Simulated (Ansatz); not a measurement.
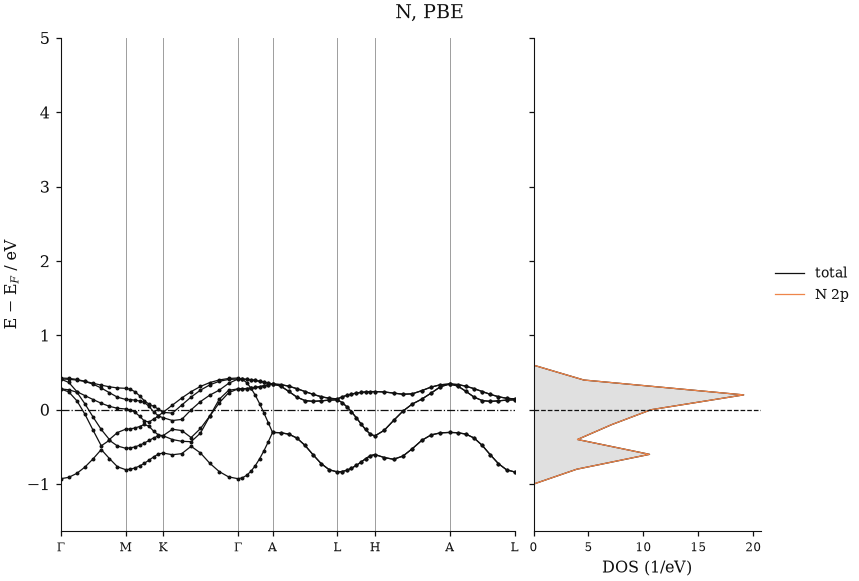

Band structure and density of states. Energies are counted from the Fermi level. The path runs straight from each named point to the next. The partial curves are projected on atomic shells.

The material is N, space group P6_3/mmc (No. 194), 2 atoms in the cell.

Ansatz; DFT, PBE, all-electron LAPW, scalar-relativistic, no spin polarisation, 10×10×5 k mesh, Fermi-Dirac smearing of 0.02 eV.

Question: Does this material conduct, going by its bands?

Answer: A metal: bands cross the Fermi level along this path.

Question: What is the density of states at the Fermi level?

Answer: The density of states at the Fermi level isn't well fixed here: it changes fast, and within 0.3 eV it runs from 5.6 to 19 per eV and cell.

Question: Where is the tallest peak in the window, and which states make it?

Answer: The tallest peak in the window is at 0.2 eV; by projected weight it is N 2p almost alone.

The cell is at −7 GPa in this functional. The run has no spin polarisation, and a density of states this high at the Fermi level may favour a magnetic state.
